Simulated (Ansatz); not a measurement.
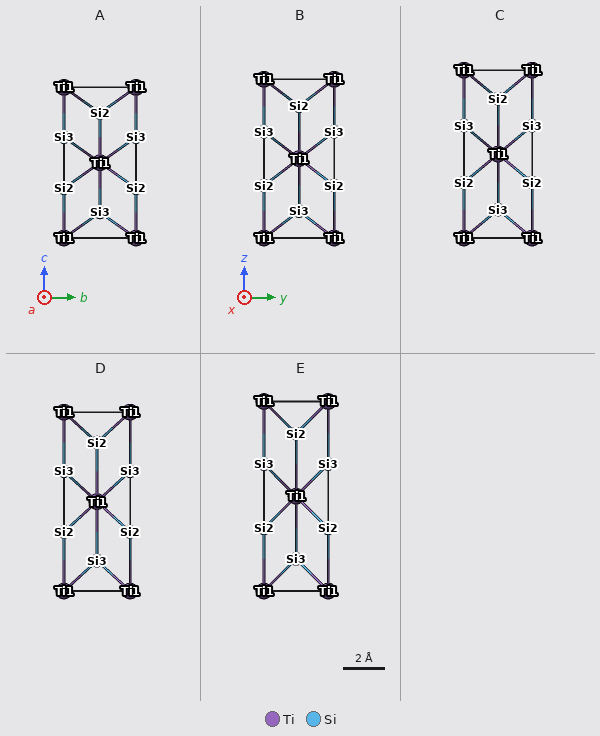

A scan of crystalline TiSi$_{2}$ (Immm) along one coordinate. x, y and z are the Cartesian axes of the input. A ball-and-stick model of the conventional cell (2 times the calculation's cell), repeated 1 × 1 × 1 with one cell outlined, seen along the a axis. Lengths and directions refer to the drawn axes.

All numbers below come from Ansatz 0.2.0, DFT PBEsol, scalar-relativistic, plane waves, PAW. Settings: plane-wave cutoff 420 eV; k-point mesh 24 × 24 × 24; occupations gaussian; smearing width 0.15 eV; no spin polarisation. Energies (free energies at the smearing named) are counted from the relaxed crystal.

Q: What is being scanned?

A: The ratio of the cell's length along z to its lengths across, counted as 1 for the reference, is changed at fixed volume (a c/a path), with the atoms kept at their fractional coordinates. In the frames the relative ratio is 0.85 (A), 0.92 (B), 1.00 (C), 1.10 (D), 1.20 (E). Their energies are 166.3 meV/atom, 42.5 meV/atom, 0.0 meV/atom, 46.9 meV/atom, 151.4 meV/atom.
